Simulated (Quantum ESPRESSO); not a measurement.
Run report: MgO, single-point calculation (part 1 of 2)

MgO (2 atoms in the cell), computed with Kohn-Sham DFT of a periodic cell, PBE, SSSP 1.3 efficiency PBE, no spin polarisation (Quantum ESPRESSO 7.5).

The structure derives from a Materials Project entry. The volume is scaled by 0.98.

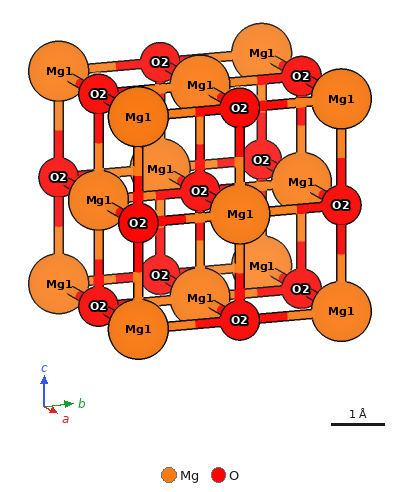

Fig. 1: The structure as given in the input (ball-and-stick view of the cell 4 times as large as that of the calculation, set on its symmetry axes, seen slightly off an axis; atoms are numbered from 1 in the order of the input).

## Input
```
&CONTROL
  calculation = 'scf'
  prefix = 'pwscf'
  outdir = './tmp'
  pseudo_dir = './pseudo'
  tprnfor = .true.
  tstress = .true.
  disk_io = 'nowf'
/
&SYSTEM
  ibrav = 0
  nat = 2
  ntyp = 2
  ecutwfc = 55
  ecutrho = 440
  nbnd = 9
  occupations = 'smearing'
  smearing = 'fd'
  degauss = 0.00367493
/
&ELECTRONS
  conv_thr = 4d-10
  electron_maxstep = 120
  mixing_beta = 0.5
/
ATOMIC_SPECIES
Mg    24.3050 Mg.pbe-n-kjpaw_psl.0.3.0.UPF
O     15.9990 O.pbe-n-kjpaw_psl.0.1.UPF
CELL_PARAMETERS angstrom
   0.0000000000    2.0829271338    2.0829271338
   2.0829271338    0.0000000000    2.0829271338
   2.0829271338    2.0829271338    0.0000000000
ATOMIC_POSITIONS crystal
Mg     0.0000000000    0.0000000000    0.0000000000
O      0.5000000000    0.5000000000    0.5000000000
K_POINTS automatic
11 11 11 0 0 0
```

Run as:
```bash
OMP_NUM_THREADS=1 pw.x -in pw.in > pw.out
```

## Output
```
This program is part of the open-source Quantum ESPRESSO suite
     for quantum simulation of materials; please cite
         "P. Giannozzi et al., J. Phys.:Condens. Matter 21 395502 (2009);
         "P. Giannozzi et al., J. Phys.:Condens. Matter 29 465901 (2017);
         "P. Giannozzi et al., J. Chem. Phys. 152 154105 (2020);
          URL
     in publications or presentations arising from this work. More details at

     file Mg.pbe-n-kjpaw_psl.0.3.0.UPF: wavefunction(s)  3S renormalized
     file O.pbe-n-kjpaw_psl.0.1.UPF: wavefunction(s)  2P renormalized
     Message from routine setup:
     using ibrav=0 with symmetry is DISCOURAGED, use correct ibrav instead

     G-vector sticks info
     --------------------
     sticks:   dense  smooth     PW     G-vecs:    dense   smooth      PW
     Sum         931     475    151                18907     6735    1243

     Using Slab Decomposition

     bravais-lattice index     =            0
     lattice parameter (alat)  =       5.5666  a.u.
     unit-cell volume          =     121.9688 (a.u.)^3
     number of atoms/cell      =            2
     number of atomic types    =            2
     number of electrons       =         8.00
     number of Kohn-Sham states=            9
     kinetic-energy cutoff     =      55.0000  Ry
     charge density cutoff     =     440.0000  Ry
     scf convergence threshold =      4.0E-10
     mixing beta               =       0.5000
     number of iterations used =            8  plain     mixing
     Exchange-correlation= SLA  PW   PBX  PBC
                           (   1   4   3   4   0   0   0)

     celldm(1)=   5.566573  celldm(2)=   0.000000  celldm(3)=   0.000000
     celldm(4)=   0.000000  celldm(5)=   0.000000  celldm(6)=   0.000000

     crystal axes: (cart. coord. in units of alat)
               a(1) = (   0.000000   0.707107   0.707107 )
               a(2) = (   0.707107   0.000000   0.707107 )
               a(3) = (   0.707107   0.707107   0.000000 )

     reciprocal axes: (cart. coord. in units 2 pi/alat)
               b(1) = ( -0.707107  0.707107  0.707107 )
               b(2) = (  0.707107 -0.707107  0.707107 )
               b(3) = (  0.707107  0.707107 -0.707107 )

     PseudoPot. # 1 for Mg read from file:
     Mg.pbe-n-kjpaw_psl.0.3.0.UPF
     Pseudo is Projector augmented-wave + core cor, Zval =  2.0
     Generated using "atomic" code by A. Dal Corso  v.5.0.99 svn rev. 10869
     Shape of augmentation charge: PSQ
     Using radial grid of 1129 points,  4 beta functions with:
                l(1) =   0
                l(2) =   0
                l(3) =   1
                l(4) =   1
     Q(r) pseudized with 0 coefficients

     PseudoPot. # 2 for O  read from file:
     O.pbe-n-kjpaw_psl.0.1.UPF
     Pseudo is Projector augmented-wave + core cor, Zval =  6.0
     Generated using "atomic" code by A. Dal Corso  v.5.0.99 svn rev. 10869
     Shape of augmentation charge: BESSEL
     Using radial grid of 1095 points,  4 beta functions with:
                l(1) =   0
                l(2) =   0
                l(3) =   1
                l(4) =   1
     Q(r) pseudized with 0 coefficients

     atomic species   valence    mass     pseudopotential
     Mg                2.00    24.30500     Mg( 1.00)
     O                 6.00    15.99900     O ( 1.00)

     48 Sym. Ops., with inversion, found

   Cartesian axes

     site n.     atom                  positions (alat units)
         1        Mg     tau(   1) = (   0.0000000   0.0000000   0.0000000  )
         2        O      tau(   2) = (   0.7071068   0.7071068   0.7071068  )

     number of k points=    56  Fermi-Dirac smearing, width (Ry)=  0.0037
                       cart. coord. in units 2pi/alat
        k(    1) = (   0.0000000   0.0000000   0.0000000), wk =   0.0015026
        k(    2) = (   0.0642824   0.0642824  -0.0642824), wk =   0.0120210
        k(    3) = (   0.1285649   0.1285649  -0.1285649), wk =   0.0120210
        k(    4) = (   0.1928473   0.1928473  -0.1928473), wk =   0.0120210
        k(    5) = (   0.2571297   0.2571297  -0.2571297), wk =   0.0120210
        k(    6) = (   0.3214122   0.3214122  -0.3214122), wk =   0.0120210
        k(    7) = (   0.1285649   0.0000000  -0.0000000), wk =   0.0090158
        k(    8) = (   0.1928473   0.0642824  -0.0642824), wk =   0.0360631
        k(    9) = (   0.2571297   0.1285649  -0.1285649), wk =   0.0360631
        k(   10) = (   0.3214122   0.1928473  -0.1928473), wk =   0.0360631
        k(   11) = (   0.3856946   0.2571297  -0.2571297), wk =   0.0360631
        k(   12) = (  -0.2571297  -0.3856946   0.3856946), wk =   0.0360631
        k(   13) = (  -0.1928473  -0.3214122   0.3214122), wk =   0.0360631
        k(   14) = (  -0.1285649  -0.2571297   0.2571297), wk =   0.0360631
        k(   15) = (  -0.0642824  -0.1928473   0.1928473), wk =   0.0360631
        k(   16) = (  -0.0000000  -0.1285649   0.1285649), wk =   0.0180316
        k(   17) = (   0.2571297   0.0000000  -0.0000000), wk =   0.0090158
        k(   18) = (   0.3214122   0.0642824  -0.0642824), wk =   0.0360631
        k(   19) = (   0.3856946   0.1285649  -0.1285649), wk =   0.0360631
        k(   20) = (   0.4499770   0.1928473  -0.1928473), wk =   0.0360631
        k(   21) = (  -0.1928473  -0.4499770   0.4499770), wk =   0.0360631
        k(   22) = (  -0.1285649  -0.3856946   0.3856946), wk =   0.0360631
        k(   23) = (  -0.0642824  -0.3214122   0.3214122), wk =   0.0360631
        k(   24) = (   0.0000000  -0.2571297   0.2571297), wk =   0.0180316
        k(   25) = (   0.3856946   0.0000000  -0.0000000), wk =   0.0090158
        k(   26) = (   0.4499770   0.0642824  -0.0642824), wk =   0.0360631
        k(   27) = (   0.5142595   0.1285649  -0.1285649), wk =   0.0360631
        k(   28) = (  -0.1285649  -0.5142595   0.5142595), wk =   0.0360631
        k(   29) = (  -0.0642824  -0.4499770   0.4499770), wk =   0.0360631
        k(   30) = (  -0.0000000  -0.3856946   0.3856946), wk =   0.0180316
        k(   31) = (   0.5142595   0.0000000  -0.0000000), wk =   0.0090158
        k(   32) = (   0.5785419   0.0642824  -0.0642824), wk =   0.0360631
        k(   33) = (  -0.0642824  -0.5785419   0.5785419), wk =   0.0360631
        k(   34) = (  -0.0000000  -0.5142595   0.5142595), wk =   0.0180316
        k(   35) = (   0.6428243  -0.0000000   0.0000000), wk =   0.0090158
        k(   36) = (  -0.0000000  -0.6428243   0.6428243), wk =   0.0180316
        k(   37) = (   0.2571297   0.1285649   0.0000000), wk =   0.0360631
        k(   38) = (   0.3214122   0.1928473  -0.0642824), wk =   0.0721262
        k(   39) = (   0.3856946   0.2571297  -0.1285649), wk =   0.0721262
        k(   40) = (  -0.2571297  -0.3856946   0.5142595), wk =   0.0721262
        k(   41) = (   0.3856946   0.1285649  -0.0000000), wk =   0.0360631
        k(   42) = (   0.4499770   0.1928473  -0.0642824), wk =   0.0721262
        k(   43) = (  -0.1928473  -0.4499770   0.5785419), wk =   0.0721262
        k(   44) = (  -0.1285649  -0.3856946   0.5142595), wk =   0.0721262
        k(   45) = (  -0.0642824  -0.3214122   0.4499770), wk =   0.0721262
        k(   46) = (   0.0000000  -0.2571297   0.3856946), wk =   0.0360631
        k(   47) = (   0.5142595   0.1285649   0.0000000), wk =   0.0360631
        k(   48) = (  -0.1285649  -0.5142595   0.6428243), wk =   0.0721262
        k(   49) = (  -0.0642824  -0.4499770   0.5785419), wk =   0.0721262
        k(   50) = (   0.0000000  -0.3856946   0.5142595), wk =   0.0360631
        k(   51) = (  -0.0642824  -0.5785419   0.7071068), wk =   0.0360631
        k(   52) = (  -0.0000000  -0.5142595   0.6428243), wk =   0.0360631
        k(   53) = (  -0.1928473  -0.4499770   0.7071068), wk =   0.0360631
        k(   54) = (  -0.1285649  -0.3856946   0.6428243), wk =   0.0721262
        k(   55) = (  -0.0642824  -0.4499770   0.7071068), wk =   0.0360631
        k(   56) = (   0.0000000  -0.3856946   0.6428243), wk =   0.0360631

     Dense  grid:    18907 G-vectors     FFT dimensions: (  40,  40,  40)

     Smooth grid:     6735 G-vectors     FFT dimensions: (  27,  27,  27)

     Initial potential from superposition of free atoms

     starting charge       7.9991, renormalised to       8.0000
     Starting wfcs are    8 randomized atomic wfcs +    1 random wfcs

     Self-consistent Calculation

     iteration #  1     ecut=    55.00 Ry     beta= 0.50
     Davidson diagonalization with overlap
     ethr =  1.00E-02,  avg # of iterations =  5.2

     total energy              =     -75.41518958 Ry
     estimated scf accuracy    <       0.37218425 Ry

     iteration #  2     ecut=    55.00 Ry     beta= 0.50
     Davidson diagonalization with overlap
     ethr =  4.65E-03,  avg # of iterations =  1.9

     total energy              =     -75.52215645 Ry
     estimated scf accuracy    <       0.06463887 Ry

     iteration #  3     ecut=    55.00 Ry     beta= 0.50
     Davidson diagonalization with overlap
     ethr =  8.08E-04,  avg # of iterations =  1.2

     total energy              =     -75.53400746 Ry
     estimated scf accuracy    <       0.00328309 Ry

     iteration #  4     ecut=    55.00 Ry     beta= 0.50
     Davidson diagonalization with overlap
     ethr =  4.10E-05,  avg # of iterations =  5.1

     total energy              =     -75.53479948 Ry
     estimated scf accuracy    <       0.00019797 Ry

     iteration #  5     ecut=    55.00 Ry     beta= 0.50
     Davidson diagonalization with overlap
     ethr =  2.47E-06,  avg # of iterations =  2.9

     total energy              =     -75.53488482 Ry
     estimated scf accuracy    <       0.00000080 Ry

     iteration #  6     ecut=    55.00 Ry     beta= 0.50
     Davidson diagonalization with overlap
     ethr =  1.00E-08,  avg # of iterations =  3.9

     total energy              =     -75.53488805 Ry
     estimated scf accuracy    <       0.00000040 Ry

     iteration #  7     ecut=    55.00 Ry     beta= 0.50
     Davidson diagonalization with overlap
     ethr =  5.04E-09,  avg # of iterations =  1.3

     total energy              =     -75.53488812 Ry
     estimated scf accuracy    <          6.6E-09 Ry

     iteration #  8     ecut=    55.00 Ry     beta= 0.50
     Davidson diagonalization with overlap
     ethr =  8.20E-11,  avg # of iterations =  5.6

     End of self-consistent calculation

          k = 0.0000 0.0000 0.0000 (   869 PWs)   bands (ev):

   -11.4964   5.9647   5.9647   5.9647  11.0156  21.9682  21.9682  21.9682
    25.9255

          k = 0.0643 0.0643-0.0643 (   866 PWs)   bands (ev):

   -11.4019   5.4091   5.9053   5.9053  11.5439  20.8587  22.1775  22.1775
    27.1503

          k = 0.1286 0.1286-0.1286 (   842 PWs)   bands (ev):

   -11.1374   4.2135   5.7507   5.7507  12.6164  19.4085  22.6458  22.6458
    26.4253

          k = 0.1928 0.1928-0.1928 (   845 PWs)   bands (ev):

   -10.7627   2.9329   5.5572   5.5572  13.5489  18.6313  22.8925  22.8925
    26.5800

          k = 0.2571 0.2571-0.2571 (   845 PWs)   bands (ev):

   -10.3826   1.8781   5.3873   5.3873  13.9852  18.6192  22.7531  22.7531
    27.6461

          k = 0.3214 0.3214-0.3214 (   841 PWs)   bands (ev):

   -10.1363   1.2762   5.2897   5.2897  14.0699  18.8825  22.5880  22.5880
    27.2942

          k = 0.1286 0.0000-0.0000 (   869 PWs)   bands (ev):
```
